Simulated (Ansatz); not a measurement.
**Single-point calculation, with input and output: Al₁₄₄N₁₄₄ (part 3 of 3)**

The same run, continued: Al₁₄₄N₁₄₄ (288 atoms in the cell); DFT, r2SCAN, PAW, plane waves (Ansatz 0.2.0); cutoff 500 eV, 1×1×1 k-mesh, Fermi–Dirac smearing of 0.01 eV. The structure was built on a prototype by a generator.

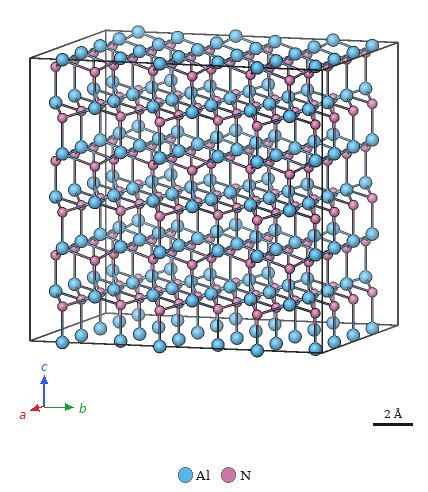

The input geometry (ball-and-stick view of the cell of the calculation, seen slightly off an axis).

Output, continued
```
  atom 225  N     -0.00014163    -0.00027109    -0.01278679
  atom 226  N     -0.00014167     0.00005085    -0.01278101
  atom 227  N     -0.00014157     0.00005056    -0.01258733
  atom 228  N     -0.00014162     0.00005057    -0.01278884
  atom 229  N     -0.00014163    -0.00008667    -0.01281560
  atom 230  N     -0.00014172    -0.00008651    -0.01262182
  atom 231  N     -0.00014164    -0.00008642    -0.01282361
  atom 232  N     -0.00014167    -0.00027119    -0.01277904
  atom 233  N     -0.00014178    -0.00027116    -0.01258515
  atom 234  N     -0.00014158    -0.00027120    -0.01278684
  atom 235  N     -0.00014190    -0.00027128    -0.01277903
  atom 236  N     -0.00014185    -0.00027121    -0.01258525
  atom 237  N     -0.00014194    -0.00027116    -0.01278677
  atom 238  N     -0.00014197     0.00005071    -0.01278123
  atom 239  N     -0.00014184     0.00005065    -0.01258766
  atom 240  N     -0.00014174     0.00005051    -0.01278872
  atom 241  N     -0.00014149    -0.00008667    -0.01281567
  atom 242  N     -0.00014147    -0.00008671    -0.01262191
  atom 243  N     -0.00014150    -0.00008646    -0.01282345
  atom 244  N     -0.00014181    -0.00027109    -0.01277896
  atom 245  N     -0.00014187    -0.00027114    -0.01258525
  atom 246  N     -0.00014197    -0.00027112    -0.01278692
  atom 247  N     -0.00014169     0.00005072    -0.01278126
  atom 248  N     -0.00014176     0.00005080    -0.01258742
  atom 249  N     -0.00014166     0.00005065    -0.01278871
  atom 250  N     -0.00014170    -0.00008663    -0.01281563
  atom 251  N     -0.00014161    -0.00008657    -0.01262199
  atom 252  N     -0.00014171    -0.00008668    -0.01282335
  atom 253  N     -0.00014161    -0.00027129    -0.01277881
  atom 254  N     -0.00014157    -0.00027126    -0.01258559
  atom 255  N     -0.00014153    -0.00027125    -0.01278699
  atom 256  N     -0.00014166     0.00005097    -0.01278100
  atom 257  N     -0.00014179     0.00005082    -0.01258746
  atom 258  N     -0.00014196     0.00005082    -0.01278888
  atom 259  N     -0.00014181    -0.00008655    -0.01281569
  atom 260  N     -0.00014169    -0.00008647    -0.01262181
  atom 261  N     -0.00014176    -0.00008651    -0.01282330
  atom 262  N     -0.00014177    -0.00027128    -0.01277897
  atom 263  N     -0.00014166    -0.00027137    -0.01258525
  atom 264  N     -0.00014164    -0.00027129    -0.01278669
  atom 265  N     -0.00014149     0.00005070    -0.01278119
  atom 266  N     -0.00014149     0.00005085    -0.01258746
  atom 267  N     -0.00014178     0.00005069    -0.01278890
  atom 268  N     -0.00014180    -0.00008659    -0.01281543
  atom 269  N     -0.00014181    -0.00008643    -0.01262196
  atom 270  N     -0.00014182    -0.00008662    -0.01282336
  atom 271  N     -0.00014177    -0.00008685    -0.01281570
  atom 272  N     -0.00014183    -0.00008673    -0.01262200
  atom 273  N     -0.00014176    -0.00008648    -0.01282345
  atom 274  N     -0.00014190    -0.00027105    -0.01277910
  atom 275  N     -0.00014182    -0.00027122    -0.01258519
  atom 276  N     -0.00014195    -0.00027116    -0.01278663
  atom 277  N     -0.00014182     0.00005069    -0.01278086
  atom 278  N     -0.00014182     0.00005078    -0.01258732
  atom 279  N     -0.00014155     0.00005047    -0.01278897
  atom 280  N     -0.00014173    -0.00008669    -0.01281570
  atom 281  N     -0.00014181    -0.00008665    -0.01262196
  atom 282  N     -0.00014182    -0.00008648    -0.01282374
  atom 283  N     -0.00014169     0.00005066    -0.01278135
  atom 284  N     -0.00014166     0.00005073    -0.01258713
  atom 285  N     -0.00014170     0.00005080    -0.01278892
  atom 286  N     -0.00014188    -0.00008658    -0.01281569
  atom 287  N     -0.00014182    -0.00008661    -0.01262191
  atom 288  N     -0.00014178    -0.00008668    -0.01282326
  max |Σ_I F_I| component: 4.02e-3 eV/Å
--- Band table (eV) ---
  k-point 0: bands = ["-8.9923", "-8.8195", "-8.7841", "-8.7039", "-8.6167", "-8.5410", "-8.5051", "-8.4912", "-8.3926", "-8.3482", ... 654 levels left out ..., "14.1764", "14.2063", "14.2311", "14.2553", "14.2648", "14.2663", "14.2688", "14.3177", "14.3831", "14.4181", "14.4284", "14.4333", "14.4617", "14.4974", "14.5097", "14.5399", "14.5511", "14.5655", "14.5746", "14.6093", "14.6102", "14.6115", "14.6217", "14.6762", "14.6781", "14.6865", "14.7085", "14.7443", "14.7794",
      "14.7800", "14.8050", "14.8568", "14.8654", "14.9250", "14.9346", "15.0065", "15.0095", "15.0185", "15.0394", "15.0461", "15.0960", "15.2282", "15.2330", "15.2512", "15.2522", "15.3364", "15.3861", "15.4224", "15.4450", "15.4717", "15.5064", "15.5286", "15.5674", "15.6436", "15.7012", "15.7305", "15.7307", "15.8270", "15.8474", "15.8847", "15.8924", "15.9523", "15.9566", "16.0096", "16.0366", "16.0525", "16.1210", "16.1249", "16.1263",
      "16.1610", "16.1754", "16.1787", "16.2533", "16.2652", "16.2725", "16.2899", "16.3009", "16.3022", "16.3034", "16.3081", "16.3159", "16.3261", "16.3280", "16.3480", "16.3739", "16.3826", "16.4055", "16.4511", "16.4519", "16.4670", "16.4757", "16.4795", "16.4950", "16.5500", "16.5697", "16.5748", "16.5841", "16.5867", "16.6020", "16.6519", "16.7259", "16.7336", "16.7584", "16.7768", "16.8011", "16.8153", "16.8155", "16.8199", "16.8224",
      "16.8259", "16.8308", "16.8308", "16.8367", "16.8620", "16.8747", "16.8753", "16.9093", "16.9258", "16.9283", "16.9294", "16.9454", "16.9604", "16.9700", "16.9754", "16.9799", "16.9818", "16.9876", "16.9878", "16.9931", "17.0354", "17.0814", "17.0821", "17.0981", "17.1260", "17.1880", "17.1973", "17.2158", "17.2416", "17.2550", "17.2616", "17.2695", "17.2734", "17.2837", "17.2919", "17.3162", "17.3185", "17.3220", "17.3283", "17.3357",
      "17.3498", "17.3552", "17.3828", "17.3888", "17.3920", "17.3930", "17.4146", "17.4215", "17.4231", "17.4277", "17.4298", "17.4499", "17.4534", "17.4651", "17.5373", "17.5622", "17.5662", "17.5848", "17.5864", "17.5910", "17.5927", "17.6246", "17.6325", "17.6336", "17.6389", "17.6456", "17.6528", "17.6534", "17.6641", "17.6678", "17.7099", "17.7288", "17.7310", "17.7459", "17.7707", "17.8034", "17.8671", "17.8782", "17.8839", "17.9018",
      "17.9124", "17.9201", "17.9210", "17.9450", "17.9790", "18.0062", "18.0208", "18.0615", "18.0863", "18.3857", "18.4224"]
--- Löwdin populations: 288 sites ---
  site symbol       q [e]
     0     Al      1.8506
     1     Al      1.8506
     2     Al      1.8506
     3     Al      1.8506
     4     Al      1.8506
     5     Al      1.8506
     6     Al      1.8506
     7     Al      1.8506
     8     Al      1.8506
     9     Al      1.8506
    10     Al      1.8506
    11     Al      1.8506
    12     Al      1.8506
    13     Al      1.8506
    14     Al      1.8506
    15     Al      1.8506
    16     Al      1.8506
    17     Al      1.8506
    18     Al      1.8506
    19     Al      1.8506
    20     Al      1.8506
    21     Al      1.8506
    22     Al      1.8506
    23     Al      1.8506
    24     Al      1.8506
    25     Al      1.8506
    26     Al      1.8506
    27     Al      1.8506
    28     Al      1.8506
    29     Al      1.8506
    30     Al      1.8506
    31     Al      1.8506
    32     Al      1.8506
    33     Al      1.8506
    34     Al      1.8506
    35     Al      1.8506
    36     Al      1.8506
    37     Al      1.8506
    38     Al      1.8506
    39     Al      1.8506
    40     Al      1.8506
    41     Al      1.8506
    42     Al      1.8506
    43     Al      1.8506
    44     Al      1.8506
    45     Al      1.8506
    46     Al      1.8506
    47     Al      1.8506
    48     Al      1.8506
    49     Al      1.8506
    50     Al      1.8506
    51     Al      1.8506
    52     Al      1.8506
    53     Al      1.8506
    54     Al      1.8506
    55     Al      1.8506
    56     Al      1.8506
    57     Al      1.8506
    58     Al      1.8506
    59     Al      1.8506
    60     Al      1.8506
    61     Al      1.8506
    62     Al      1.8506
    63     Al      1.8506
    64     Al      1.8506
    65     Al      1.8506
    66     Al      1.8506
    67     Al      1.8506
    68     Al      1.8506
    69     Al      1.8506
    70     Al      1.8506
    71     Al      1.8506
    72     Al      1.8506
    73     Al      1.8506
    74     Al      1.8506
    75     Al      1.8506
    76     Al      1.8506
    77     Al      1.8506
    78     Al      1.8506
    79     Al      1.8506
    80     Al      1.8506
    81     Al      1.8506
    82     Al      1.8506
    83     Al      1.8506
    84     Al      1.8506
    85     Al      1.8506
    86     Al      1.8506
    87     Al      1.8506
    88     Al      1.8506
    89     Al      1.8506
    90     Al      1.8506
    91     Al      1.8506
    92     Al      1.8506
    93     Al      1.8506
    94     Al      1.8506
    95     Al      1.8506
    96     Al      1.8506
    97     Al      1.8506
    98     Al      1.8506
    99     Al      1.8506
   100     Al      1.8506
   101     Al      1.8506
   102     Al      1.8506
   103     Al      1.8506
   104     Al      1.8506
   105     Al      1.8506
   106     Al      1.8506
   107     Al      1.8506
   108     Al      1.8506
   109     Al      1.8506
   110     Al      1.8506
   111     Al      1.8506
   112     Al      1.8506
   113     Al      1.8506
   114     Al      1.8506
   115     Al      1.8506
   116     Al      1.8506
   117     Al      1.8506
   118     Al      1.8506
   119     Al      1.8506
   120     Al      1.8506
   121     Al      1.8506
   122     Al      1.8506
   123     Al      1.8506
   124     Al      1.8506
   125     Al      1.8506
   126     Al      1.8506
   127     Al      1.8506
   128     Al      1.8506
   129     Al      1.8506
   130     Al      1.8506
   131     Al      1.8506
   132     Al      1.8506
   133     Al      1.8506
   134     Al      1.8506
   135     Al      1.8506
   136     Al      1.8506
   137     Al      1.8506
   138     Al      1.8506
   139     Al      1.8506
   140     Al      1.8506
   141     Al      1.8506
   142     Al      1.8506
   143     Al      1.8506
   144      N      6.0790
   145      N      6.0790
   146      N      6.0790
   147      N      6.0790
   148      N      6.0790
   149      N      6.0790
   150      N      6.0790
   151      N      6.0790
   152      N      6.0790
   153      N      6.0790
   154      N      6.0790
   155      N      6.0790
   156      N      6.0790
   157      N      6.0790
   158      N      6.0790
   159      N      6.0790
   160      N      6.0790
   161      N      6.0790
   162      N      6.0790
   163      N      6.0790
   164      N      6.0790
   165      N      6.0790
   166      N      6.0790
   167      N      6.0790
   168      N      6.0790
   169      N      6.0790
   170      N      6.0790
   171      N      6.0790
   172      N      6.0790
   173      N      6.0790
   174      N      6.0790
   175      N      6.0790
   176      N      6.0790
   177      N      6.0790
   178      N      6.0790
   179      N      6.0790
   180      N      6.0790
   181      N      6.0790
   182      N      6.0790
   183      N      6.0790
   184      N      6.0790
   185      N      6.0790
   186      N      6.0790
   187      N      6.0790
   188      N      6.0790
   189      N      6.0790
   190      N      6.0790
   191      N      6.0790
   192      N      6.0790
   193      N      6.0790
   194      N      6.0790
   195      N      6.0790
   196      N      6.0790
   197      N      6.0790
   198      N      6.0790
   199      N      6.0790
   200      N      6.0790
   201      N      6.0790
   202      N      6.0790
   203      N      6.0790
   204      N      6.0790
   205      N      6.0790
   206      N      6.0790
   207      N      6.0790
   208      N      6.0790
   209      N      6.0790
   210      N      6.0790
   211      N      6.0790
   212      N      6.0790
   213      N      6.0790
   214      N      6.0790
   215      N      6.0790
   216      N      6.0790
   217      N      6.0790
   218      N      6.0790
   219      N      6.0790
   220      N      6.0790
   221      N      6.0790
   222      N      6.0790
   223      N      6.0790
   224      N      6.0790
   225      N      6.0790
   226      N      6.0790
   227      N      6.0790
   228      N      6.0790
   229      N      6.0790
   230      N      6.0790
   231      N      6.0790
   232      N      6.0790
   233      N      6.0790
   234      N      6.0790
   235      N      6.0790
   236      N      6.0790
   237      N      6.0790
   238      N      6.0790
   239      N      6.0790
   240      N      6.0790
   241      N      6.0790
   242      N      6.0790
   243      N      6.0790
   244      N      6.0790
   245      N      6.0790
   246      N      6.0790
   247      N      6.0790
   248      N      6.0790
   249      N      6.0790
   250      N      6.0790
   251      N      6.0790
   252      N      6.0790
   253      N      6.0790
   254      N      6.0790
   255      N      6.0790
   256      N      6.0790
   257      N      6.0790
   258      N      6.0790
   259      N      6.0790
   260      N      6.0790
   261      N      6.0790
   262      N      6.0790
   263      N      6.0790
   264      N      6.0790
   265      N      6.0790
   266      N      6.0790
   267      N      6.0790
   268      N      6.0790
   269      N      6.0790
   270      N      6.0790
   271      N      6.0790
   272      N      6.0790
   273      N      6.0790
   274      N      6.0790
   275      N      6.0790
   276      N      6.0790
   277      N      6.0790
   278      N      6.0790
   279      N      6.0790
   280      N      6.0790
   281      N      6.0790
   282      N      6.0790
   283      N      6.0790
   284      N      6.0790
   285      N      6.0790
   286      N      6.0790
   287      N      6.0790
  spilling = 0.008791 (of n_electrons = 1152.000000)
```

Summary

- outcome: converged
- space group (tolerance 0.01 Å): P6₃mc (186)
- electrons treated: 1152
- free energy: −133701.8030 eV
- Fermi energy: 9.437 eV
- largest force (length of the vector): 0.013 eV/Å
- hardware: 1 × NVIDIA GB300 Max-Q, 8 threads of Arm Neoverse-V2, 80 GiB of memory available, shared host
- wall time: 32 s (CPU time 91 s)
- peak memory: 10 GiB

Notes

The k-point mesh is coarse for a cell of this size, so the results may not be converged.
